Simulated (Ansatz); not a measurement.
**Zn₇S₈ (cell charge −2, with a compensating background) (cell with a defect): density, localisation and related maps**

Input

```
crystal:
  lattice:
    - [0.0, 0.0, -6.3046430652]
    - [-3.8440669361, -6.658119241, 0.0]
    - [-3.844066936, 6.658119241, 0.0]
  atoms:
    - { symbol: Zn, position: [1.0048785805, 0.3259172811, 0.6629586406] }
    - { symbol: Zn, position: [1.0048785805, 0.8370413594, 0.1740827189] }
    - { symbol: Zn, position: [1.0048785805, 0.8370413594, 0.6629586406] }
    - { symbol: Zn, position: [0.4922669099, 0.1722069065, 0.844413813] }
    - { symbol: Zn, position: [0.4922669099, 0.1722069065, 0.3277930935] }
    - { symbol: Zn, position: [0.5030412694, 0.6666666667, 0.8333333333] }
    - { symbol: Zn, position: [0.4922669099, 0.655586187, 0.3277930935] }
    - { symbol: S, position: [0.6321933965, 0.3333333333, 0.1666666667], spin: 0.5 }
    - { symbol: S, position: [0.625861212, 0.3319258944, 0.6659629472] }
    - { symbol: S, position: [0.625861212, 0.8340370528, 0.1680741056] }
    - { symbol: S, position: [0.625861212, 0.8340370528, 0.6659629472] }
    - { symbol: S, position: [0.1236500875, 0.167394691, 0.8347893821], spin: 0.5 }
    - { symbol: S, position: [0.1236500875, 0.167394691, 0.332605309], spin: 0.5 }
    - { symbol: S, position: [0.1250616384, 0.6666666667, 0.8333333333] }
    - { symbol: S, position: [0.1236500875, 0.6652106179, 0.332605309], spin: 0.5 }
  host:
    lattice:
      - [3.8440669361, 0.0, 0.0]
      - [-1.922033468, 3.3290596205, 0.0]
      - [0.0, 0.0, 6.3046430652]
    atoms:
      - { symbol: Zn, position: [0.3333333333, 0.6666666667, 0.0002666738] }
      - { symbol: Zn, position: [0.6666666667, 0.3333333333, 0.5002666738] }
      - { symbol: S, position: [0.3333333333, 0.6666666667, 0.3747333262] }
      - { symbol: S, position: [0.6666666667, 0.3333333333, 0.8747333262] }
total_charge: -2
basis:
  ecutwfc: 420
  xc_grid: 2
kpoints:
  mp_grid: { grid: [4, 3, 3], shift: [0.5, 0.0, 0.0] }
hamiltonian:
  xc: pbe
scf:
  occupations: { method: gaussian, width: 0.01 }
output:
  forces: true
  stress: false
  eigenvalues: true
  populations: true
  charged_corrections:
    defect_position: [0.99973333, 0.33333333, 0.16666667]
    epsilon: [[9.0008, 0.0, 0.0], [0.0, 9.0008, 0.0], [0.0, 0.0, 9.6063]]
  write_density: true
  write_potential: true
  elf: true
  volumetric_format: npy
magnetization:
  spin_polarized: true
relax:
  adjacent_minimum: "off"
  f_tol: 0.025
  max_steps: 45
```

Launched as:

```sh
ansatz run input.yaml --threads 4 --pin off --max-ram 8192MiB --backend cpu --events-out ev --progress --plain --runs-dir out
```

The fields are those of the relaxed geometry.

The program warned that a starting moment wasn't kept; spin-polarised, but the moments vanished.

All numbers below come from DFT PBE, scalar-relativistic, plane waves, PAW (Ansatz 0.2.0).

In a PAW calculation such maps are meaningful between the atoms, not at the nuclei.

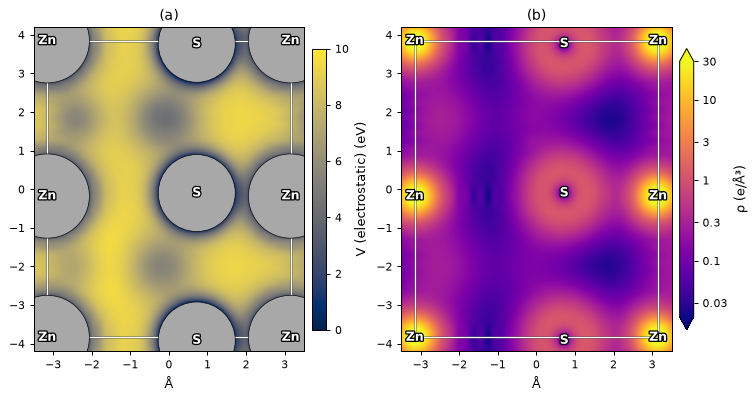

Figure 1. (a) electrostatic potential energy of an electron; (b) valence pseudo-density on the (010) plane of the calculation cell. Grey discs cover the atomic cores in the potential map.

What does the map show?

Answer. Atoms in the plane: Zn and S.
Zn–S (2.43 Å): the density is about 0.45 e/Å³ at the midpoint, with its minimum of 0.38 e/Å³ about 1.1 Å from Zn.
Between the atoms the lowest density in this plane is 0.02 e/Å³.
Outside the cores the potential energy rises away from the atoms and is highest about 1.7 Å from the nearest atoms; its zero is arbitrary.

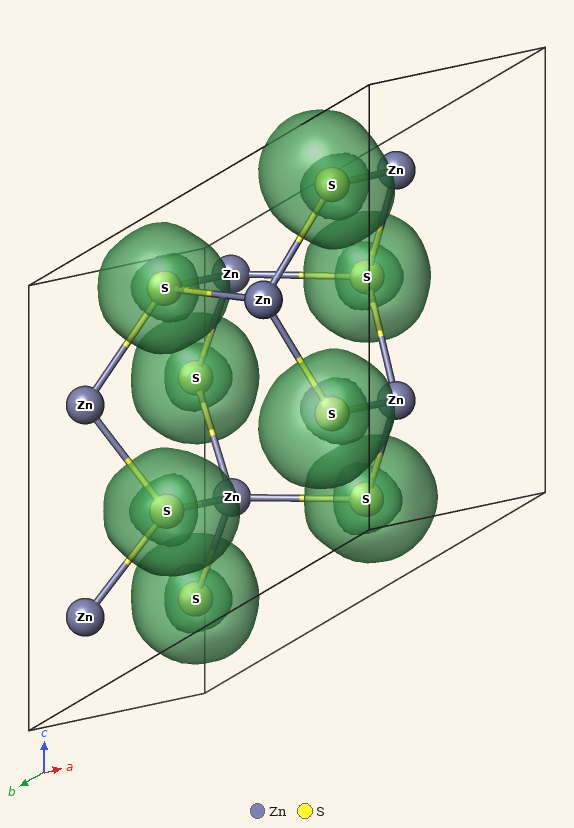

Figure 2. Isosurface of the electron localisation function at 0.75 (green), seen at an oblique angle. Core shells and regions of very low density are left out. Sticks mark near contacts.

Where are the electrons localised?

Answer. The surface consists of eight regions wrapped around S (the valence shell of each), counted in one cell of 15 atoms. Any copies at cell faces, edges or corners count once.


Zn–S (2.30 Å): the ELF peaks at about 0.85 in the valence shell of S, 0.8 Å from its nucleus, and is about 0.55 at the midpoint. Zn–S (2.37 Å): the ELF peaks at about 0.90 in the valence shell of S, 0.8 Å from its nucleus, and is about 0.55 at the midpoint.

Metal or insulator at this level of theory?

Answer. It is gapped, with a Kohn–Sham gap of 2.2 eV on the k-point mesh (the band edges may lie off the mesh, which would make the gap smaller).
